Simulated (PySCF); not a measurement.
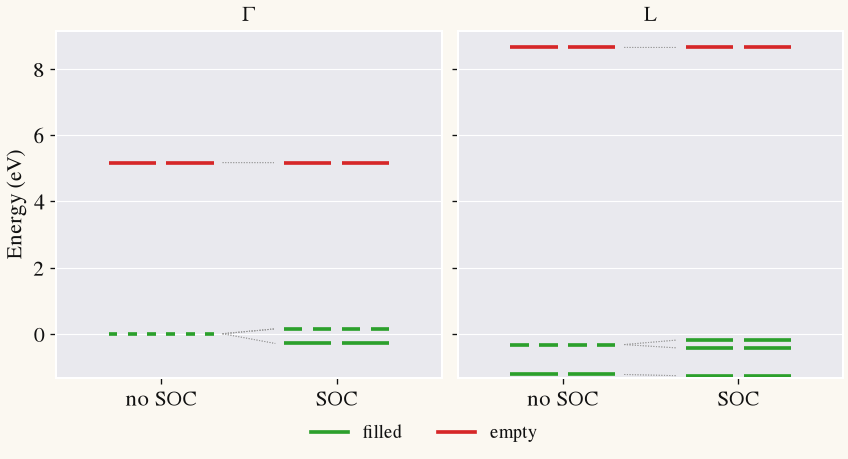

Levels at Γ and L, each bar one state with spin counted. Zero is the valence top without spin-orbit coupling, and the two sets are aligned on the mean of the six top valence states at Γ.

System: rocksalt KBr, space group Fm-3m, 2 atoms in the primitive cell; cubic a = 6.600 Å. Run without spin-orbit coupling: LDA, pob-dzvp-rev2 (all-electron), 2×2×2 k mesh, Fermi-Dirac smearing of 0.05 eV (PySCF). Run with it: LDA, pob-dzvp-rev2 (all-electron), 2×2×2 k mesh, Fermi-Dirac smearing of 0.05 eV (PySCF 2.14.0). Neither carries moments.

Question: How does spin-orbit coupling split the valence top at Γ?

Answer: The threefold valence top at Γ (six states with spin) splits into a fourfold level on top and a twofold one 0.44 eV below it, the split-off level.

Question: What happens to the direct gaps?

Answer: The vertical gap goes from 5.17 to 5.02 eV at Γ and from 8.97 to 8.84 eV at L. A third of the splitting is 0.15 eV, which accounts for the change at Γ: the fourfold level rises by about that much.

Question: And the smallest gap over all k points computed?

Answer: It narrows from 5.17 eV (valence top at Γ, conduction bottom at Γ) to 5.02 eV.

The k mesh is coarse, so the values aren't converged. The basis of atomic orbitals isn't converged, which shifts gaps and empty levels. LDA, GGA and most meta-GGA functionals understate gaps.
